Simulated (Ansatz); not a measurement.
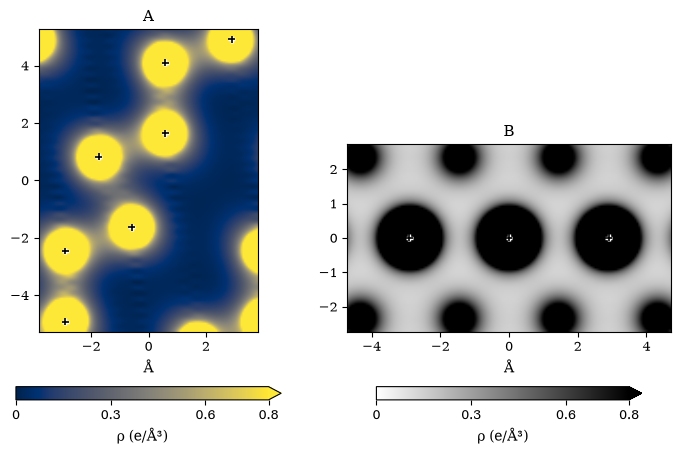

The valence pseudo-density of 2 systems, each on a plane through atoms (crosses mark nuclei in the plane).

All numbers below come from Ansatz, DFT r2SCAN, scalar-relativistic, plane waves, PAW.

System 1: Ge, the (010) plane of the conventional cell. Space group C2/m; not relaxed (largest force 1.2 eV/Å).

```
CELL_PARAMETERS angstrom
-5.67501 2.83750 2.83750
0.00000 -2.83750 2.83750
6.62103 5.20199 5.20199
ATOMIC_POSITIONS crystal
Ge 0.67361 0.50000 0.04167
Ge 0.17361 0.00000 0.04167
Ge 0.78471 0.00000 0.70833
Ge 0.28471 0.50000 0.70833
Ge 0.56251 0.00000 0.37500
Ge 0.06251 0.50000 0.37500
Ge 0.71529 0.50000 0.29167
Ge 0.21529 0.00000 0.29167
Ge 0.82639 0.00000 0.95833
Ge 0.32639 0.50000 0.95833
Ge 0.93749 0.50000 0.62500
Ge 0.43749 0.00000 0.62500
```

System 2: Ag, the (100) plane of the conventional cell. Space group P6₃/mmc.

```
Ag
1.0
     2.90370    0.00000    0.00000
    -1.45185    2.51467    0.00000
     0.00000    0.00000    4.74785
Ag
2
Direct
  0.33333 0.66667 0.25000
  0.66667 0.33333 0.75000
```

**Match each panel to its system.**

Panel A is system 1, Ge: the plane holds Ge. Ge–Ge (2.46 Å): the density is about 0.5 e/Å³ at the midpoint. Panel B is system 2, Ag: the plane holds Ag. Ag–Ag (2.90 Å): ρ at the midpoint is about 0.2 e/Å³.
